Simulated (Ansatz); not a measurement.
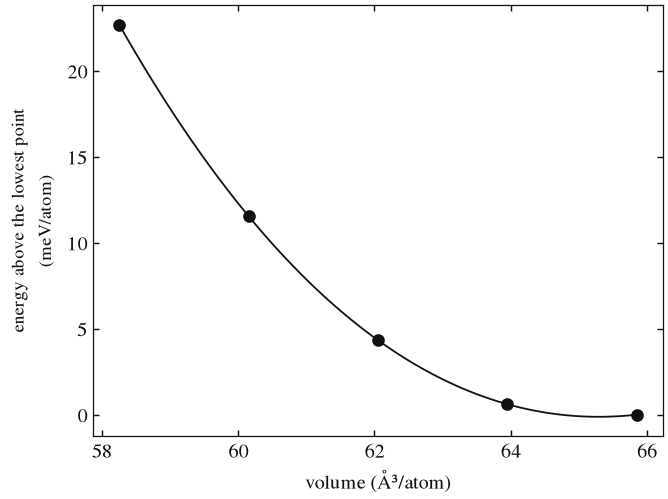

The picture above shows the energy above the lowest point against volume for Ba, space group Im-3m (No. 229) (one of a set of cubic test structures, which need not be the stable phase).

How it was computed, with Ansatz 0.2.0 development build: equation of state of a cubic crystal from periodic Kohn-Sham density functional theory without spin, third-order Birch-Murnaghan fit to the free energies; pressure corrected for the finite basis. Level: r2SCAN.

- structure type: bcc
- atoms in cell: 1
- space group number: 229
- lattice centring: body-centred primitive
- k mesh: 10×10×10
- occupation method: Fermi–Dirac
- occupation width: 0.1 eV
- wave cutoff: 700 eV
- datasets: hard PAW
- density tolerance: 1e−09 eV
- bands: 14
- density cutoff ratio: 4
- search for lower states: default
- xc grid level: 2

From this curve and the settings, what does the calculation give for the pressure at the same points?

The pressure falls from 1.118 GPa at volume 58.25 Å³/atom to −0.070 GPa at 65.85 Å³/atom.

```
volume (Å³/atom)  pressure (GPa)
           58.25           1.118
           60.15           0.770
           62.05           0.460
           63.95           0.180
           65.85          -0.070
```

Note: pseudopotentials made with PBE, not this functional.
